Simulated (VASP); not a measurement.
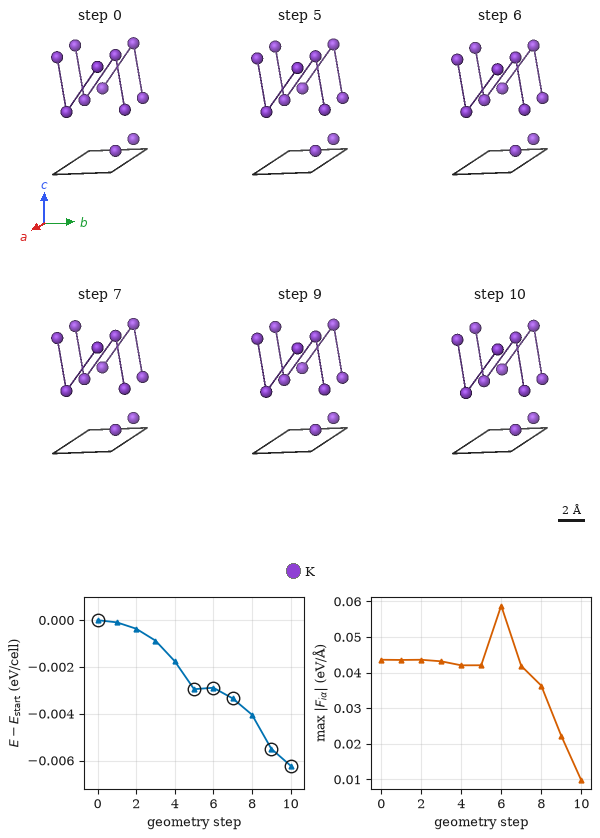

Frames of a relaxation of a slab of composition K, marked on the history of the run. Style: ball-and-stick. Shown: the 2 × 1 repeat of the cell, outlined in the plane, without the vacuum, slightly off an axis.

The run lets the atoms move in a fixed cell. 1 atoms are held fixed.

All numbers below come from Kohn-Sham DFT of a periodic cell, PBE with D3, VASP PAW PBE potentials, recommended (VASP 6.6.1).

Input
```
ALGO = Normal ; DIPOL = 0.5 0.5 0.500
EDIFF = 1E-6 ; EDIFFG = -0.01
ENCUT = 520 ; GGA = PE
IBRION = 2 ; IDIPOL = 3
ISIF = 2 ; ISMEAR = -1
IVDW = 11 ; LASPH = True
LCHARG = False ; LDIPOL = True
LREAL = False ; LWAVE = False
NELM = 80 ; NSW = 60
PREC = Accurate ; SIGMA = 0.05
```

Run as
```bash
cat potpaw_PBE.64/K_sv/POTCAR > POTCAR
mpirun -np 1 vasp_std > vasp.out
```

> What happens along the run?

A K atom moves most: 0.29 Å along the normal (−c). The cell doesn't change. Near-neighbour distances that change, for instance: K–K 4.744 → 4.656 Å. Over 10 geometry steps the energy falls by 6.2 meV per cell of the calculation. The largest force component goes from 0.044 to 0.0098 eV/Å. From step 0 to 5: a K atom moves most (0.10 Å), energy −2.9 meV per cell of the calculation. From step 5 to 6: a K atom moves most (0.10 Å), energy +0.1 meV per cell of the calculation. From step 6 to 7: a K atom moves most (0.05 Å), energy −0.5 meV per cell of the calculation. From step 7 to 9: a K atom moves most (0.07 Å), energy −2.2 meV per cell of the calculation. From step 9 to 10: a K atom moves most (0.10 Å), energy −0.7 meV per cell of the calculation.

```tsv
step	E − E(0), meV/atom	largest force component, eV/Å
0	0.00	0.0436
1	-0.03	0.0436
2	-0.12	0.0436
3	-0.29	0.0432
4	-0.59	0.0421
5	-0.98	0.0421
6	-0.96	0.0588
7	-1.11	0.0419
8	-1.35	0.0364
9	-1.83	0.0223
10	-2.07	0.0098
```
